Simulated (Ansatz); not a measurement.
**Geometry relaxation, with input and output: NaI (part 2 of 2)**

NaI (R3m, 2 atoms in the cell); DFT, r2SCAN+rVV10, plane waves, PAW, no spin polarisation (Ansatz 0.2.0); cutoff 500 eV, 6×6×6 k-mesh, Fermi–Dirac smearing of 0.03 eV. The structure was built on a prototype by a generator. The geometry comes from this level: PBEsol.

Geometry of the input (Å; fractional positions):
```
2.4855  1.4350  4.1030
-2.4855  1.4350  4.1030
0.0000  -2.8701  4.1030
Na 1.0421  1.0421  1.0421
I  0.2904  0.2904  0.2904
```

Log, continued
```
SCF iter   1: F=—  HF=-9016.825739 eV  |F-HF|=—  |Δ(HF+E_count)|=         —  Δρ=5.10e-4  dr2=1.29e-4  dr2_τ=7.91e-4  ethr=5.31e-7  ⟨swp⟩=3.1  Hψ=3526  notcnv=0
automatic band count: iteration 1 solves 16 bands in place of 17: the levels show a gap, and the empty bands left out lie too high to hold charge; the band table lists the bands solved (type scf.n_extra_bands for more)
preconditioner: auto → none  [insulator: Δε(μ)=4.349 eV  Ē_g=10.409 eV  σ=0.030 eV  W_gap=1.00  n_scr=14 (ndim 8)  ℏωp=11.3 eV  f_vac=0.291  D(μ)=0.00/eV (n_scr^D=0)  ε∞_Penn≈2.2]
SCF iter   2: F=—  HF=-9016.826964 eV  |F-HF|=—  |Δ(HF+E_count)|=   1.22e-3  Δρ=2.64e-4  dr2=2.49e-5  dr2_τ=3.91e-6  ethr=4.98e-7  ⟨swp⟩=2.0  Hψ=1024  notcnv=0
SCF iter   3: F=—  HF=-9016.826962 eV  |F-HF|=—  |Δ(HF+E_count)|=   1.57e-6  Δρ=5.48e-5  dr2=2.03e-6  dr2_τ=2.46e-7  ethr=9.57e-8  ⟨swp⟩=3.0  Hψ=1032  notcnv=0
SCF iter   4: F=—  HF=-9016.826964 eV  |F-HF|=—  |Δ(HF+E_count)|=   1.83e-6  Δρ=1.03e-5  dr2=5.48e-8  dr2_τ=3.58e-9  ethr=7.82e-9  ⟨swp⟩=2.0  Hψ=896  notcnv=0
SCF iter   5: F=—  HF=-9016.826964 eV  |F-HF|=—  |Δ(HF+E_count)|=   9.09e-8  Δρ=3.90e-6  dr2=7.16e-9  dr2_τ=6.61e-10  ethr=2.11e-10  ⟨swp⟩=2.0  Hψ=734  notcnv=0
SCF iter   6: F=—  HF=-9016.826964 eV  |F-HF|=—  |Δ(HF+E_count)|=   1.04e-8  Δρ=3.35e-7  dr2=5.18e-11  dr2_τ=5.33e-12  ethr=2.75e-11  ⟨swp⟩=2.0  Hψ=736  notcnv=0
SCF iter   7: F=-9016.826964 eV  HF=-9016.826964 eV  |F-HF|=7.28e-12  |Δ(HF+E_count)|=  8.00e-11  Δρ=1.02e-7  dr2=6.46e-12  dr2_τ=3.08e-13  ethr=1.00e-12  ⟨swp⟩=7.0  Hψ=2586  notcnv=0
SCF 5 converged in 7 iterations: F = -9016.826964 eV  dr2 = 6.46e-12
relax step   5: F+E_penalty+E_count = -9016.82696427 eV  Δ(F+E_penalty+E_count) = -2.729e-5 eV  max|allowed force component| = 3.551e-3 eV/Å  Δτ_max = 0.0054 Å  P = -0.000 GPa  Ω = 86.614 Å³  energy of the carried Pulay correction = +1.100e-4 eV  (7 SCF iters, accepted)
rVV10 density: all electrons in the spheres
Initial wavefunctions: pseudopotential atomic-orbital guess (no wavefunctions were taken with the density)
iter 1 solved again at ethr=1.55e-7 eV; its pass at ethr=3.10e-3 eV (dr2=4.02e-5 eV) is discarded
SCF iter   1: F=—  HF=-9016.826818 eV  |F-HF|=—  |Δ(HF+E_count)|=         —  Δρ=3.58e-5  dr2=2.88e-8  dr2_τ=7.15e-8  ethr=1.55e-7  ⟨swp⟩=3.1  Hψ=4516  notcnv=0
preconditioner: auto → none  [insulator: Δε(μ)=4.349 eV  Ē_g=10.862 eV  σ=0.030 eV  W_gap=1.00  n_scr=14 (ndim 8)  ℏωp=11.3 eV  f_vac=0.291  D(μ)=0.00/eV (n_scr^D=0)  ε∞_Penn≈2.1]
SCF iter   2: F=—  HF=-9016.826857 eV  |F-HF|=—  |Δ(HF+E_count)|=   3.96e-5  Δρ=1.79e-5  dr2=7.00e-9  dr2_τ=1.61e-7  ethr=1.11e-10  ⟨swp⟩=3.0  Hψ=1038  notcnv=0
SCF iter   3: F=—  HF=-9016.826859 eV  |F-HF|=—  |Δ(HF+E_count)|=   1.43e-6  Δρ=6.71e-7  dr2=5.33e-11  dr2_τ=1.92e-10  ethr=2.69e-11  ⟨swp⟩=3.0  Hψ=1016  notcnv=0
SCF iter   4: F=-9016.826859 eV  HF=-9016.826859 eV  |F-HF|=2.55e-11  |Δ(HF+E_count)|=   2.57e-9  Δρ=1.12e-7  dr2=4.41e-12  dr2_τ=1.04e-12  ethr=1.00e-12  ⟨swp⟩=7.0  Hψ=2617  notcnv=0
SCF 6 converged in 4 iterations: F = -9016.826859 eV  dr2 = 4.41e-12
relax step   6: F+E_penalty+E_count = -9016.82685865 eV  Δ(F+E_penalty+E_count) = +1.056e-4 eV  max|allowed force component| = 3.555e-3 eV/Å  Δτ_max = 0.0000 Å  P = -0.001 GPa  Ω = 86.614 Å³  stress off target by 1.16e-2 GPa  SCF on the basis re-selected at this cell (its energy is not comparable with the rows above)  (4 SCF iters)
```

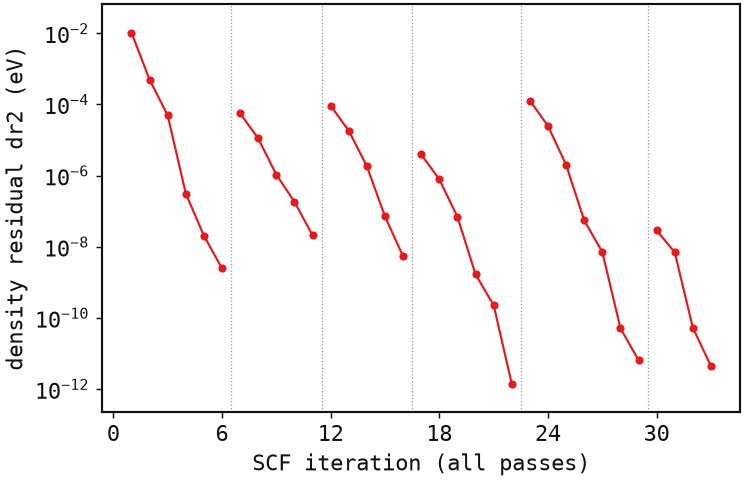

Convergence of the self-consistent field: density residual dr2 against the SCF iteration. The dotted lines part the SCF passes of the relaxation: geometry steps, rejected trials and re-solves on a re-selected basis. The 6 passes take 4 to 7 iterations each, 33 in all.

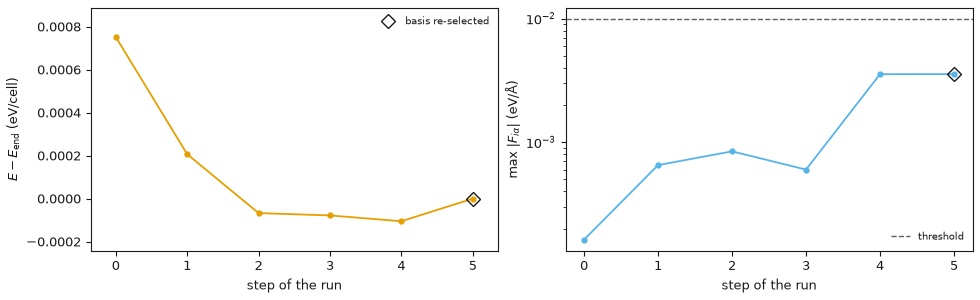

Progress of the relaxation, step by step (the first geometry is step 0 here and step 1 in the log).

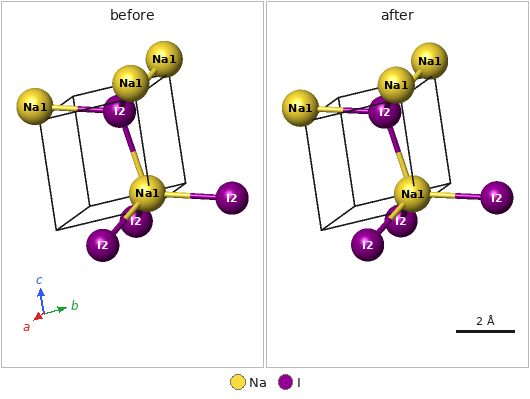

Before (left) and after (right) the relaxation, at one scale (ball-and-stick view of the reduced cell, with bonded neighbours outside it, seen slightly off an axis). Over 4 geometry steps the energy falls by 0.9 meV per cell of the calculation. The largest force component goes from 0.00016 to 0.0036 eV/Å. The pressure goes from −0.17 to 0.00 GPa. The largest moves relative to the cell, 0.009 Å, are those of Na1 and I2. Largest moves by element: Na 0.009 Å, I 0.009 Å. The volume changes by −1.4 %, with a = b 4.971 → 4.966 Å (−0.1 %), c 5.007 → 4.966 Å (−0.8 %), α 60.2° → 60.0°, β 60.2° → 60.0°. Distances before and after: Na1–I2 3.056 → 3.039 Å. The space group (tolerance 0.01 Å) goes from R3m (No. 160) to F-43m (No. 216). A last SCF at the same geometry on a re-selected plane-wave basis shifts the energy by +0.1 meV per cell of the calculation. (Atoms are counted from 1 in the order of the input.)

```
basis re-selected at this cell: Δ(F+E_penalty+E_count) = +1.056e-4 eV, ΔP = -0.001 GPa vs the last step (what re-selecting the basis moved, of the pressure what is left beyond the Pulay correction that the steps carried, after the strain that the cell walked since its last selection, with what the two solves' SCF thresholds leave and, on support functions, any second-order correction that the steps lacked; it is no measure of the basis error at this ecutwfc). This SCF's stress stands 1.16e-2 GPa from its target on what of the cell is left free (relax.cell.stress_tol is 5.00e-2 GPa) and its largest allowed force component is 3.55e-3 eV/Å (relax.f_tol is 1.00e-2 eV/Å): within both
SCF converged after 4 iterations
Free energy (F): -9016.826859 eV
Harris-Foulkes:  -9016.826859 eV  (|F-HF|=2.55e-11)
Internal energy: -9016.826859 eV  (E = F + TS)
E sigma→0 (E₀):  -9016.826859 eV
Fermi energy:    2.609880 eV
--- Per-component energies (eV) ---
  E_band       = -690.053174
  E_kinetic    = 309.436276
  E_local      = -3836.314870  (includes V_loc(G=0)·N_el)
  E_nonlocal   = 26.056887
  E_hartree    = 1736.941589
  E_xc         = -154.955005
  E_vxc        = -194.186937  (∫ρ·V_xc dr)
  E_paw        = -5107.477866  (= ΣΔE_a)
  E_vpaw       = -482.289701  (= ΣTr[D̂ρ^β])
  E_aug_tail   = -0.000051  (compensation charges beyond the density's cutoff)
  E_vtau       = 13.362026  (kinetic-family band-sum trace: ∫τ·v_τ [+ j·A + Jᵃ·Aᵃ] dr)
  E_ewald      = -1990.560605
  E_core_change = 0.046786  (= ΣΔE_core)
  E_smearing   = -0.000000  (= −TS)
  E_closure    = 0.000000  (closes the sum)
  Σ components = -9016.826859   (vs F -9016.826859, Δ=0.00e0)
--- Forces (eV/Å), atoms counted from 1 ---
  atom   1  Na     0.00000000    -0.00000000    -0.00351729
  atom   2  I      0.00000000     0.00000000     0.00359224
  max |Σ_I F_I| component: 7.50e-5 eV/Å
--- Stress (GPa, compression-positive) ---
       -0.007785       0.000000       0.000000
        0.000000      -0.007785       0.000000
        0.000000       0.000000       0.011567
  P = ⅓ Tr σ = -0.0013 GPa (-0.013 kbar)
--- Relaxed structure (5 steps of the walk, 5 accepted, 1 SCFs on fresh bases) ---
  F+E_penalty+E_count = -9016.82685865 eV   max|allowed force component| = 3.555e-3 eV/Å   (the final SCF, on the basis selected at the relaxed cell)
  cell:  # Å, volume = 86.6137 Å³
    - [2.4831274597091832, 1.4336343085970065, 4.055067711149007]
    - [-2.4831274597091832, 1.4336343085970065, 4.055067711149007]
    - [-2.6682502744244027e-34, -2.867268613288739, 4.055067712529684]
  atoms:
    - { symbol: Na, position: [1.0413089394234485, 1.0413089394234485, 1.0413089394234483] }
    - { symbol: I, position: [0.2911240605765519, 0.2911240605765519, 0.2911240605765518] }
```

Trajectory as extended XYZ (Å, eV, eV/Å), 6 frames, from step=1 to step=6
```
2
Lattice="2.4855 1.4350 4.1030 -2.4855 1.4350 4.1030 0.0000 -2.8701 4.1030" Properties=species:S:1:pos:R:3:forces:R:3 step=1 energy=-9016.82611 pressure_GPa=-0.17
Na    0.0000    0.0000   12.8267    0.0000   0.0000   0.0001
I     0.0000    0.0000    3.5742    0.0000   0.0000  -0.0002
2
Lattice="2.4811 1.4325 4.0907 -2.4811 1.4325 4.0907 0.0000 -2.8649 4.0907" Properties=species:S:1:pos:R:3:forces:R:3 step=2 energy=-9016.82665 pressure_GPa=-0.09
Na    0.0000    0.0000   12.7876    0.0000   0.0000  -0.0007
I     0.0000    0.0000    3.5643    0.0000   0.0000   0.0006
2
Lattice="2.4766 1.4299 4.0741 -2.4766 1.4299 4.0741 0.0000 -2.8597 4.0741" Properties=species:S:1:pos:R:3:forces:R:3 step=3 energy=-9016.82693 pressure_GPa=0.01
Na    0.0000    0.0000   12.7334    0.0000   0.0000  -0.0008
I     0.0000    0.0000    3.5518    0.0000   0.0000   0.0009
2
Lattice="2.4774 1.4303 4.0717 -2.4774 1.4303 4.0717 0.0000 -2.8607 4.0717" Properties=species:S:1:pos:R:3:forces:R:3 step=4 energy=-9016.82694 pressure_GPa=0.01
Na    0.0000    0.0000   12.7249    0.0000   0.0000  -0.0006
I     0.0000    0.0000    3.5507    0.0000   0.0000   0.0006
2
Lattice="2.4831 1.4336 4.0551 -2.4831 1.4336 4.0551 0.0000 -2.8673 4.0551" Properties=species:S:1:pos:R:3:forces:R:3 step=5 energy=-9016.82696 pressure_GPa=-0.00
Na    0.0000    0.0000   12.6677    0.0000   0.0000  -0.0035
I     0.0000    0.0000    3.5416    0.0000   0.0000   0.0036
2
Lattice="2.4831 1.4336 4.0551 -2.4831 1.4336 4.0551 0.0000 -2.8673 4.0551" Properties=species:S:1:pos:R:3:forces:R:3 step=6 energy=-9016.82686 pressure_GPa=-0.00
Na    0.0000    0.0000   12.6677    0.0000   0.0000  -0.0035
I     0.0000    0.0000    3.5416    0.0000   0.0000   0.0036
```

Summary

```json
{"quantity": "outcome", "value": "converged"}
{"quantity": "space group (tolerance 0.01 Å)", "value": "R3m (160) → F-43m (216)"}
{"quantity": "electrons treated", "value": "26"}
{"quantity": "free energy", "value": "−9016.8269 eV"}
{"quantity": "Fermi energy", "value": "2.610 eV"}
{"quantity": "pressure", "value": "0.00 GPa"}
{"quantity": "final volume", "value": "86.61 Å³"}
{"quantity": "largest force (length of the vector) at the end", "value": "0.004 eV/Å"}
{"quantity": "final cell", "value": "a = 4.966 Å, b = 4.966 Å, c = 4.966 Å, α = 60.00°, β = 60.00°, γ = 60.00°"}
{"quantity": "wall time", "value": "51 s (CPU time 100 s)"}
{"quantity": "peak memory", "value": "0.79 GiB"}
```
